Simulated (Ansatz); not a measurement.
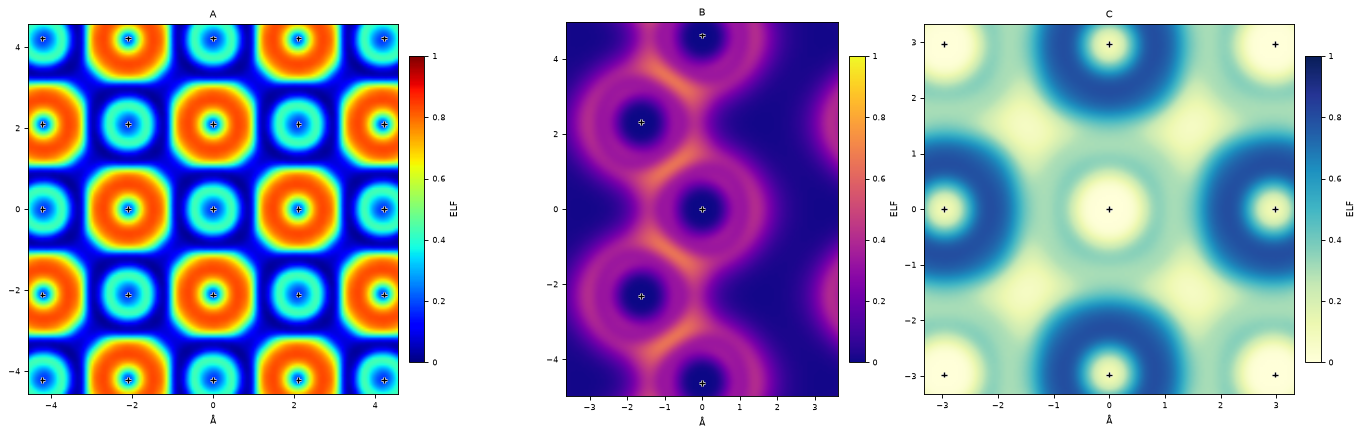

The electron localisation function of 3 systems, each on a plane through atoms (crosses mark nuclei in the plane).

The calculation used DFT PBEsol, scalar-relativistic, plane waves, PAW in Ansatz 0.2.0.

System 1: Sn, the (011) plane of the conventional cell. Space group Fd-3m; a structure from a database of computed crystals, not necessarily the ambient phase.

System 2: SnSe, the (001) plane of the conventional cell. Space group Fm-3m.

```yaml
crystal:
  lattice:
    - [5.94551, 0.00000, 0.00000]
    - [0.00000, 5.94551, 0.00000]
    - [0.00000, 0.00000, 5.94551]
  atoms:
    - { symbol: Sn, position: [0.00000, 0.00000, 0.00000] }
    - { symbol: Sn, position: [0.50000, 0.50000, 0.00000] }
    - { symbol: Sn, position: [0.50000, 0.00000, 0.50000] }
    - { symbol: Sn, position: [0.00000, 0.50000, 0.50000] }
    - { symbol: Se, position: [0.50000, 0.00000, 0.00000] }
    - { symbol: Se, position: [0.00000, 0.50000, 0.00000] }
    - { symbol: Se, position: [0.00000, 0.00000, 0.50000] }
    - { symbol: Se, position: [0.50000, 0.50000, 0.50000] }
```

System 3: MgO, the (100) plane of the conventional cell. Space group Fm-3m.

> Which map belongs to which system?

Panel A is system 3, MgO: the plane holds Mg and O. Mg–O (2.11 Å): the ELF peaks at about 0.85 in the valence shell of O, 0.6 Å from its nucleus, and is about 0.35 at the midpoint (a closed-shell, largely ionic contact). Panel B is system 1, Sn: the plane holds Sn. Sn–Sn (2.83 Å): the ELF peaks at about 0.65 between the atoms. Panel C is system 2, SnSe: the plane holds Sn and Se. Sn–Se (2.97 Å): the ELF is about 0.40 at the midpoint.
